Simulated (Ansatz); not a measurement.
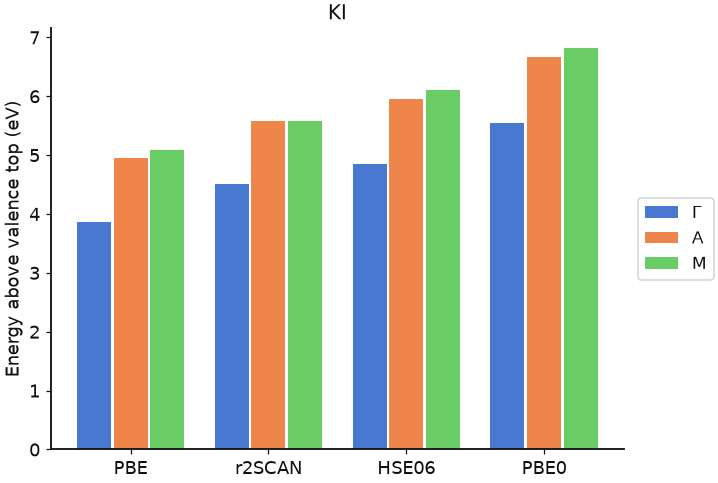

Lowest conduction level at each named k point, counted from the valence-band top at Γ, by several methods on one cell of NiAs-type KI, space group P6_3/mmc, 4 atoms in the cell, relaxed with r2SCAN; a = 4.899 Å, c = 8.591 Å (hexagonal axes). All runs are without spin-orbit coupling and carry no moments.

| method | program | Γ (eV) | A (eV) | M (eV) |
| --- | --- | --- | --- | --- |
| PBE | Ansatz | 3.86 | 4.95 | 5.09 |
| r2SCAN | Ansatz | 4.50 | 5.58 | 5.58 |
| HSE06 | Ansatz | 4.85 | 5.96 | 6.10 |
| PBE0 | Ansatz | 5.54 | 6.66 | 6.81 |

**One method is left out: G0W0@PBE. Predict its row. It was run as: PBE, Ansatz PAW set, 6×6×2 k mesh, 420 eV cutoff, fixed occupations (Ansatz 0.2.0), G0W0 with empty bands 533, screening cutoff 120 eV and frequency treatment contour deformation.**

It starts from PBE, whose row gives 3.86 eV at Γ. G0W0@PBE gives 5.96 eV at Γ, 7.12 eV at A and 7.44 eV at M, which is +2.10 eV from PBE at Γ.

**Does G0W0@PBE shift these levels rigidly from PBE?**

The shifts are +2.10 eV at Γ, +2.17 eV at A and +2.35 eV at M, and at points that aren't plotted +2.23 eV (L): over the named points that both runs hold, a spread of 0.25 eV on a mean of 2.21 eV, so one shift describes them only roughly.

**How do the methods rank at Γ?**

From low to high: PBE 3.86, r2SCAN 4.50, HSE06 4.85, PBE0 5.54, G0W0@PBE 5.96 eV.

Settings. PBE: Ansatz PAW set, 6×6×4 k mesh, 420 eV cutoff, Fermi-Dirac smearing of 0.02 eV (Ansatz 0.2.0). r2SCAN: Ansatz PAW set, 6×6×4 k mesh, 500 eV cutoff, fixed occupations (Ansatz 0.2.0). HSE06: Ansatz PAW set, 6×6×2 k mesh, 420 eV cutoff, fixed occupations (Ansatz 0.2.0). PBE0: Ansatz PAW set, 6×6×2 k mesh, 420 eV cutoff, fixed occupations (Ansatz).

These are five of the 7 methods that were run on this cell. Spin-orbit coupling is left out, which matters for I. The usual form of KI is rocksalt. r2SCAN, HSE06 and PBE0: the PAW data sets were made with another functional. LDA, GGA and most meta-GGA functionals understate gaps. The GW values are at finite bands, cutoffs and mesh, short of the basis limit.
